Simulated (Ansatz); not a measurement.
# Run report: SnO2, geometry relaxation (part 1 of 3)

SnO2 (slab, 24 atoms in the cell), computed with DFT PBE, scalar-relativistic, plane waves, PAW, no spin polarisation (Ansatz 0.2.0).

The structure derives from an entry of the Crystallography Open Database. The input holds or restrains some coordinates. Forces given for the steps count only the free coordinates. It belongs to a series of runs on one base structure; here: clean slab, lower planes held.

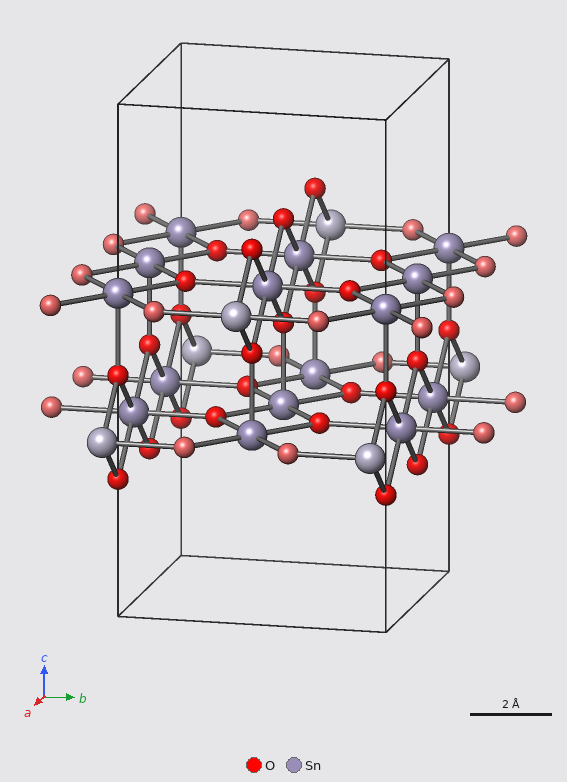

**Figure 1.** The structure as given in the input (ball-and-stick view of the cell of the calculation, with the vacuum cut short, seen slightly off an axis; neighbours outside the cell are drawn fainter). An atom can appear more than once, as a periodic image. Near neighbours in the periodic cell (some may lie outside the picture): O has 2 Sn at 2.09 Å; Sn has 5 O at 2.09 Å; Sn has 6 O at 2.09 Å; O has 3 Sn at 2.09 Å.

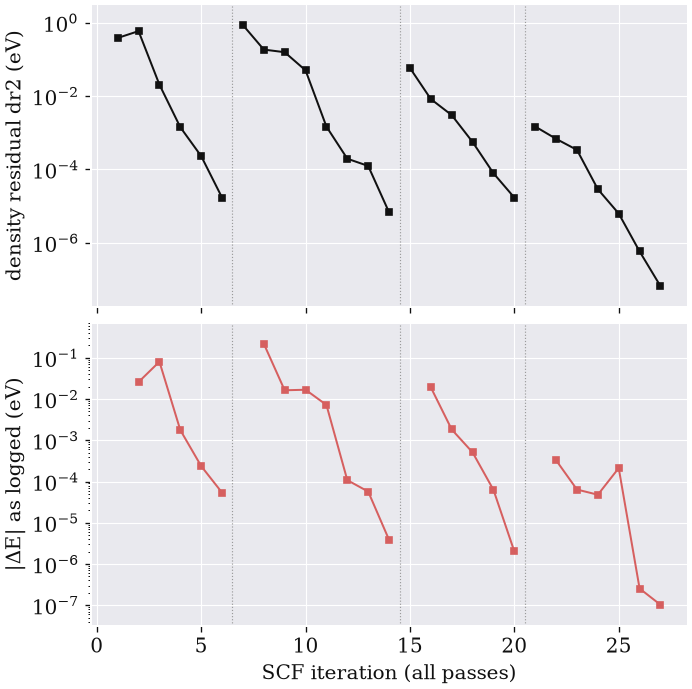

**Figure 2.** Convergence of the self-consistent field: density residual dr2 and size of the energy change against the SCF iteration. The dotted lines part the SCF passes of the relaxation: geometry steps, rejected trials and re-solves on a re-selected basis. The passes take 6, 8, 6 and 7 iterations.

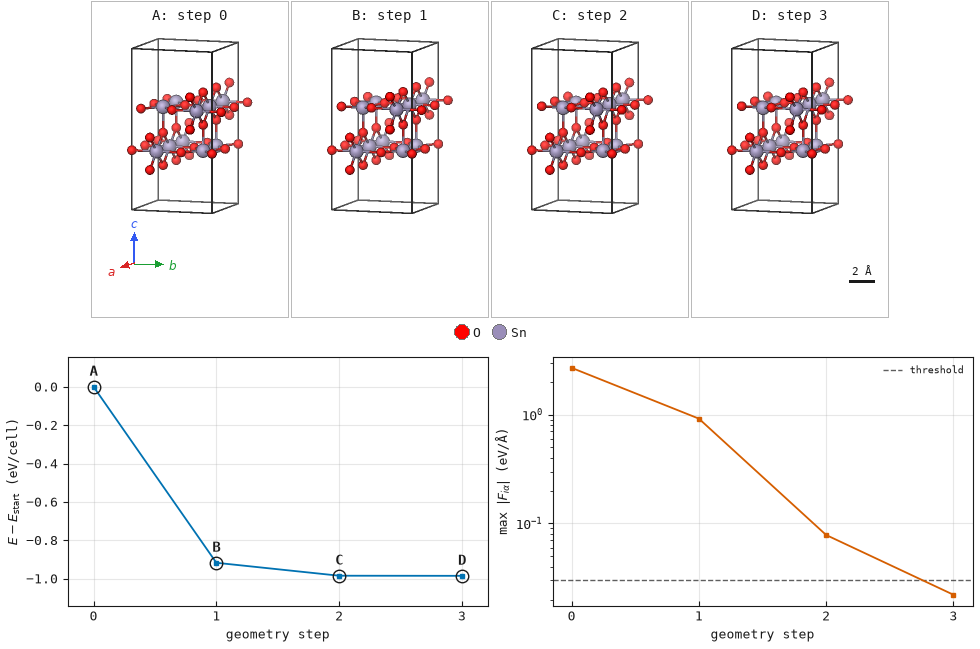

**Figure 3.** Frames of the restrained relaxation (ball-and-stick view of the cell of the calculation, with the vacuum cut short (origin shifted), with bonded neighbours outside it, seen slightly off an axis) above the curves, on which the letters mark them (the first geometry is step 0 here and step 1 in the log).

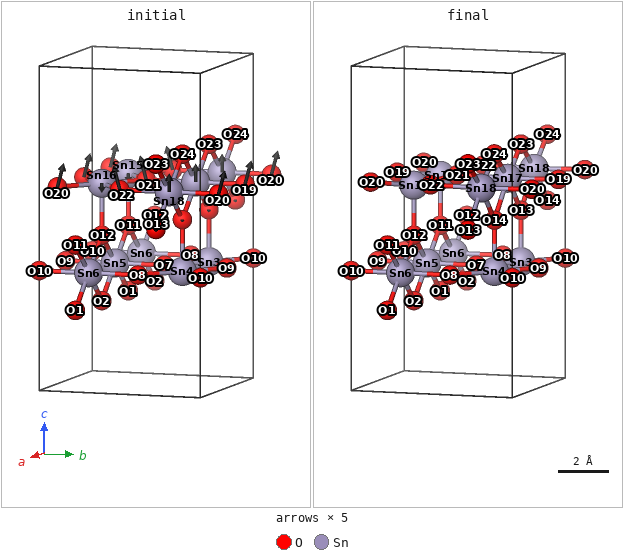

**Figure 4.** Before (left) and after (right) the restrained relaxation, at one scale (ball-and-stick view of the cell of the calculation, with the vacuum cut short (origin shifted), with bonded neighbours outside it, seen slightly off an axis). The black arrows give the displacements, magnified 5 times. Over 3 geometry steps the energy falls by 0.985 eV per cell of the calculation. The largest force component goes from 2.7 to 0.022 eV/Å. The largest moves, 0.20 Å, are those of O19, O20, O21 and O22. Largest moves by element: O 0.20 Å, Sn 0.15 Å. The cell doesn't change. Distances before and after: O13–Sn17 2.089 → 2.202 Å, Sn17–O23 2.089 → 2.004 Å, O11–Sn15 2.093 → 2.016 Å, Sn17–O19 2.093 → 2.148 Å. Among the angles that change: O19–Sn15–O22 180.0° → 164.9°, O11–Sn15–O19 90.0° → 97.5°, O13–Sn18–O14 101.6° → 94.7°. (Atoms are counted from 1 in the order of the input.)

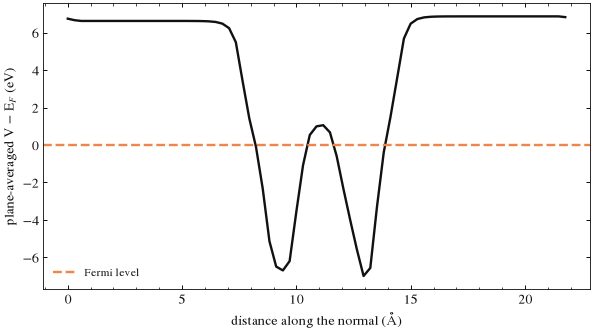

**Figure 5.** Plane average of the electrostatic potential energy of an electron across the cell, from the Fermi level. The vacuum level lies 6.87 eV above the Fermi level on the upper side and 6.62 eV on the lower.

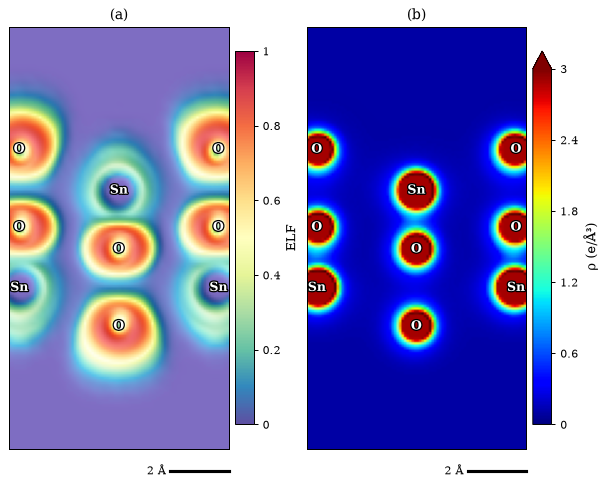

**Figure 6.** (a) ELF; (b) valence electron density on the (100) plane of the calculation cell, a cut from vacuum to vacuum. The section cuts through O and Sn sites. Sn–O (2.02 Å): ρ is about 0.73 e/Å³ halfway; the ELF is about 0.25 at the midpoint. Sn–O (2.07 Å): ρ is about 0.65 e/Å³ halfway; the ELF is about 0.25 at the midpoint. The density dies away to nearly zero in the vacuum. In a PAW calculation such maps are meaningful between the atoms, not at the nuclei.

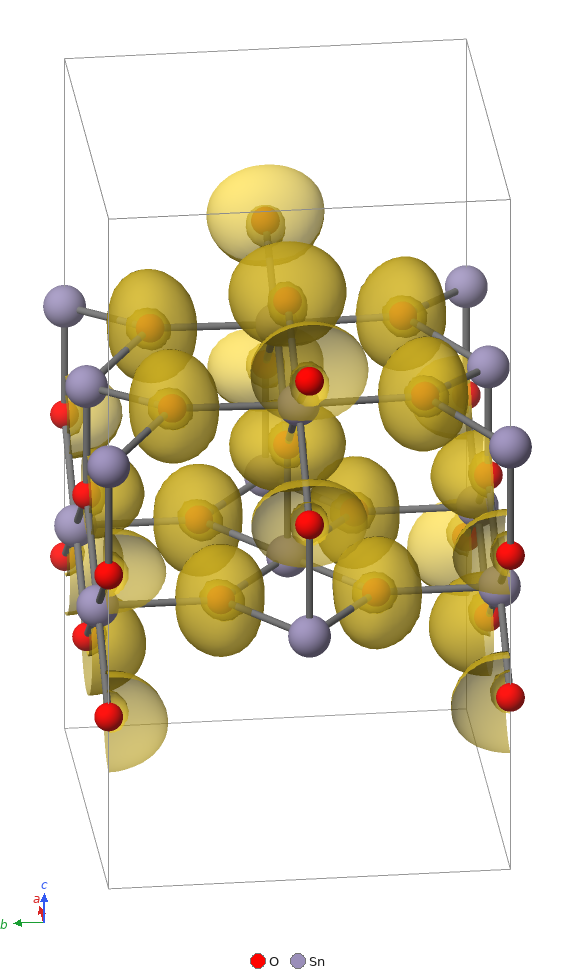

**Figure 7.** Isosurface of the ELF at 0.7 (yellow), seen at an oblique angle. Core shells and regions of very low density are left out. Sticks mark near contacts. Values along the shortest contacts: Sn–O (2.00 Å): the ELF is about 0.30 at the midpoint. Sn–O (2.07 Å): the ELF is about 0.25 at the midpoint.

The input that produced these results follows, with the program's output.

Input:
```yaml
crystal:
  lattice:
    - [6.4759818732, 0.0, 0.0]
    - [0.0, 6.8274058871, 0.0]
    - [0.0, 0.0, 22.0544740799]
  atoms:
    - { symbol: O, position: [0.0, 0.0, 0.3627381896] }
    - { symbol: O, position: [0.5, 0.0, 0.3627381896] }
    - { symbol: Sn, position: [0.0, 0.5, 0.4226074734] }
    - { symbol: Sn, position: [0.5, 0.5, 0.4226074734] }
    - { symbol: Sn, position: [0.25, 0.0, 0.4226074734] }
    - { symbol: Sn, position: [0.75, 0.0, 0.4226074734] }
    - { symbol: O, position: [0.25, 0.3066050869, 0.4226074734] }
    - { symbol: O, position: [0.75, 0.3066050869, 0.4226074734] }
    - { symbol: O, position: [0.25, 0.6933949131, 0.4226074734] }
    - { symbol: O, position: [0.75, 0.6933949131, 0.4226074734] }
    - { symbol: O, position: [0.0, 0.0, 0.4824767572] }
    - { symbol: O, position: [0.5, 0.0, 0.4824767572] }
    - { symbol: O, position: [0.0, 0.5, 0.5175232428] }
    - { symbol: O, position: [0.5, 0.5, 0.5175232428] }
    - { symbol: Sn, position: [0.0, 0.0, 0.5773925266] }
    - { symbol: Sn, position: [0.5, 0.0, 0.5773925266] }
    - { symbol: Sn, position: [0.25, 0.5, 0.5773925266] }
    - { symbol: Sn, position: [0.75, 0.5, 0.5773925266] }
    - { symbol: O, position: [0.25, 0.8066050869, 0.5773925266] }
    - { symbol: O, position: [0.75, 0.8066050869, 0.5773925266] }
    - { symbol: O, position: [0.25, 0.1933949131, 0.5773925266] }
    - { symbol: O, position: [0.75, 0.1933949131, 0.5773925266] }
    - { symbol: O, position: [0.0, 0.5, 0.6372618104] }
    - { symbol: O, position: [0.5, 0.5, 0.6372618104] }
basis:
  ecutwfc: 420
kpoints:
  mp_grid: { grid: [3, 2, 1] }
hamiltonian:
  xc: pbe
scf:
  occupations: { method: gaussian, width: 0.05 }
output:
  forces: true
  eigenvalues: true
  write_density: true
  write_potential: true
  elf: true
  volumetric_format: npy
relax:
  adjacent_minimum: "off"
  f_tol: 0.03
  max_steps: 70
  constraints: [{ sites: [0, 1, 2, 3, 4, 5, 6, 7, 8, 9, 10, 11] }]
efield:
  axis: 3
  dipole_correction: true
  ramp_width: 0.04
```

Launch command:
```bash
ansatz run input.yaml --threads 4 --pin off --max-ram 10240MiB --backend cpu --events-out ev --progress --plain --runs-dir out
```

The program's output:
```
Engine: ansatz 0.2.0, aarch64-unknown-linux-gnu
Pseudopotentials: kind: paw
Pseudopotential: O, paw, valence charge 6, recommended cutoff 420 eV (normal), O.paw.azcp
Pseudopotential: Sn, paw, valence charge 14, recommended cutoff 420 eV (normal), Sn.paw.azcp
Functional definition: PBE
  parameter kappa = 0.804
  parameter beta = 0.06672455060314922
  exchange = pbe_x(kappa = kappa, mu = beta*pi^2/3)
  correlation = pbe_c(beta = beta)
Crystal: 24 atoms, lattice volume = 975.120 Å³
Basis set: ecut = 420 eV, 19111 PW (Γ), exchange–correlation on 90×96×300 points (8 copies of the dense FFT grid, shifted against one another)
Bands: 128, of which v1, the nominal top of the filled ones, is band 104 counted from 1 (103 counted from 0)
Symmetry: 8 space group operations
k-points: 4 of 6
Non-local potential: O, projectors of the file, l = 0: 2, l = 1: 2, l = 2: 1
Non-local potential: Sn, projectors of the file, l = 0: 2, l = 1: 2, l = 2: 2, l = 3: 2
PAW form: soft (Blöchl's): semilocal exchange-correlation on the pseudo side does not see the compensation charge
PAW one-centre angular grid: O, 110 points (default); XC on 64 Gauss nodes
PAW one-centre angular grid: Sn, 590 points (default); XC on 64 Gauss nodes
Initial density: superposition of atomic densities (neutral atoms: chi_scale 0, normalization atom), corrected by the library's trained network
Initial wavefunctions: pseudopotential atomic-orbital guess
Functional: x = pbe(κ = 0.804, μ = 0.2195149727645171), c = pbe(β = 0.06672455060314922)
SCF iter   1: F=—  HF=-57264.572235 eV  |F-HF|=—  |Δ(HF+E_count)|=         —  Δρ=4.88e-3  dr2=3.81e-1  ethr=1.77e-3  p=0.000 e·Å  D=1.53e-13 V/Å  ΔV_dip=-0.00 eV  dr2_dipole=1.26e-8  V_vac-E_F(+/−)=6.60/6.60 eV  ⟨swp⟩=7.5  Hψ=2236  notcnv=0  defer=35
efield: sawtooth ramp at fractional position 0.9800 (placed from the atoms, in the widest stretch of the axis that holds none; the zero of the levels goes with the place), width 0.0400; the density the first Hamiltonian is built on has a dipole p = 0.000 e·Å; the dipole correction subtracts the counter field D = 1.53e-13 V/Å, which shifts the + side's vacuum level by -0.00 eV against the − side's; the planar-averaged density in the ramp window peaks in size at 6.3e-7 e/Å³
preconditioner: auto → Resta (q_TF=auto, 2.109 Å⁻¹)  ε∞=1.9  [insulator: Δε(μ)=0.468 eV  Ē_g=17.845 eV  σ=0.050 eV  W_gap=1.00  n_scr=146 (ndim 8)  ℏωp=17.1 eV  f_vac=0.651  D(μ)=0.00/eV (n_scr^D=0)  ε∞_Penn≈1.9  vacuum switching on, ρ_ref=2.3e-2 e/Å³]
SCF iter   2: F=—  HF=-57264.598037 eV  |F-HF|=—  |Δ(HF+E_count)|=   2.58e-2  Δρ=7.07e-3  dr2=5.86e-1  ethr=1.83e-4  p=0.000 e·Å  D=1.87e-5 V/Å  ΔV_dip=-0.00 eV  dr2_dipole=1.25e-7  V_vac-E_F(+/−)=6.55/6.56 eV  ⟨swp⟩=3.0  Hψ=837  notcnv=0  defer=76
preconditioner: auto → LDOS  [insulator: Δε(μ)=0.165 eV  Ē_g=17.901 eV  σ=0.050 eV  W_gap=0.98  n_scr=146 (ndim 8)  ℏωp=17.1 eV  f_vac=0.652  D(μ)=0.80/eV (n_scr^D=2)  ε∞_Penn≈1.9  β→1.0]
SCF iter   3: F=—  HF=-57264.517680 eV  |F-HF|=—  |Δ(HF+E_count)|=   8.04e-2  Δρ=1.55e-3  dr2=2.04e-2  ethr=1.83e-4  p=0.000 e·Å  D=8.85e-6 V/Å  ΔV_dip=-0.00 eV  dr2_dipole=2.09e-8  V_vac-E_F(+/−)=6.64/6.64 eV  ⟨swp⟩=2.0  Hψ=660  notcnv=0  defer=76
SCF iter   4: F=—  HF=-57264.515912 eV  |F-HF|=—  |Δ(HF+E_count)|=   1.77e-3  Δρ=3.54e-4  dr2=1.41e-3  ethr=9.79e-6  p=0.000 e·Å  D=9.80e-6 V/Å  ΔV_dip=-0.00 eV  dr2_dipole=1.06e-8  V_vac-E_F(+/−)=6.67/6.67 eV  ⟨swp⟩=2.5  Hψ=877  notcnv=0  defer=76
SCF iter   5: F=—  HF=-57264.515674 eV  |F-HF|=—  |Δ(HF+E_count)|=   2.37e-4  Δρ=1.57e-4  dr2=2.30e-4  ethr=6.76e-7  p=0.000 e·Å  D=7.06e-6 V/Å  ΔV_dip=-0.00 eV  dr2_dipole=6.35e-9  V_vac-E_F(+/−)=6.67/6.67 eV  ⟨swp⟩=2.2  Hψ=840  notcnv=0  defer=76
SCF iter   6: F=-57264.515737 eV  HF=-57264.515728 eV  |F-HF|=8.34e-6  |Δ(HF+E_count)|=   5.38e-5  Δρ=4.96e-5  dr2=1.70e-5  ethr=1.08e-8  p=0.000 e·Å  D=5.54e-6 V/Å  ΔV_dip=-0.00 eV  dr2_dipole=4.59e-9  V_vac-E_F(+/−)=6.67/6.68 eV  ⟨swp⟩=26.2  Hψ=6351  notcnv=0
SCF 1 converged in 6 iterations: F = -57264.515737 eV  dr2 = 1.70e-5
  greatest PAW one-centre occupation: 0.996 electrons in one spin orbital (limit 2), on the Sn atom at site 5 (counted from 0), in its partial waves of l = 2
relax step   1: F+E_penalty+E_count = -57264.51573661 eV  Δ(F+E_penalty+E_count) = +0.000e0 eV  max|allowed force component| = 2.686e0 eV/Å  Δτ_max = 0.0000 Å  (6 SCF iters, dr2 threshold 2.25e-5 eV, accepted)
Initial density: handed on by an earlier stage of this run
Initial wavefunctions: those handed on with the density
iter 1 solved again at ethr=4.09e-4 eV; its pass at ethr=3.10e-3 eV (dr2=8.52e-1 eV) is discarded
```
